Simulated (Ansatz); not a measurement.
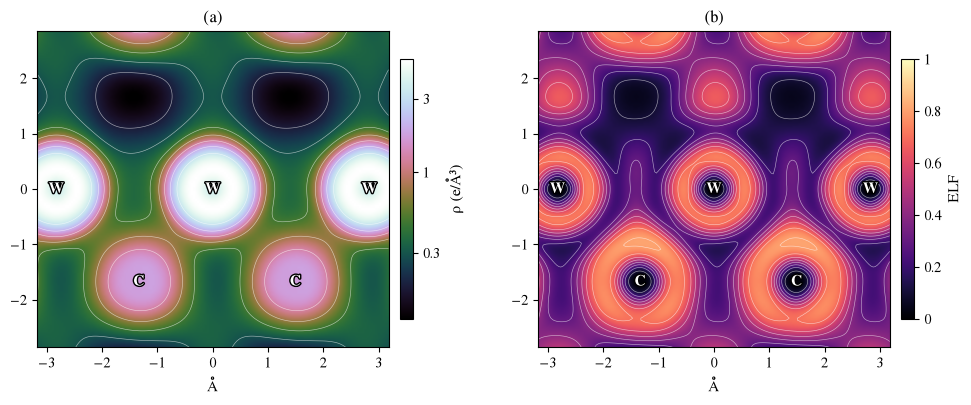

Figure. WC. (a) valence electron density; (b) ELF on the (110) plane of the conventional cell.

Space group P3m1; not relaxed (largest force 1.2 eV/Å).

Level of theory: Ansatz, DFT PBEsol, scalar-relativistic, plane waves, PAW.

Core electrons are frozen (PAW), and the valence fields are smoothed inside the atomic spheres.

```
CELL_PARAMETERS angstrom
2.89841 0.00000 0.00000
-1.44921 2.51010 0.00000
0.00000 0.00000 2.82761
ATOMIC_POSITIONS crystal
W 0.00000 0.00000 0.99827
C 0.66667 0.33333 0.52652
```

Q: What do the fields say about this system?

A: The plane passes through W and C nuclei. W–C (2.14 Å): the density is about 0.76 e/Å³ at the midpoint; the ELF peaks at about 0.80 in the valence shell of C, 0.7 Å from its nucleus, and is about 0.30 at the midpoint. W–W (2.83 Å): ρ is about 0.37 e/Å³ halfway; the ELF is about 0.30 at the midpoint. W–C (2.24 Å): the density is about 0.6 e/Å³ at the midpoint; the ELF peaks at about 0.80 in the valence shell of C, 0.7 Å from its nucleus, and is about 0.30 at the midpoint. Between the atoms the lowest density in this plane is 0.11 e/Å³. The features right at W lie inside the PAW spheres, where the map follows smoothed inner orbitals and isn't to be read closely.

Q: Does the calculation make it a metal, or give it a gap?

A: It is metallic or semimetallic at this level of theory: no gap opens.
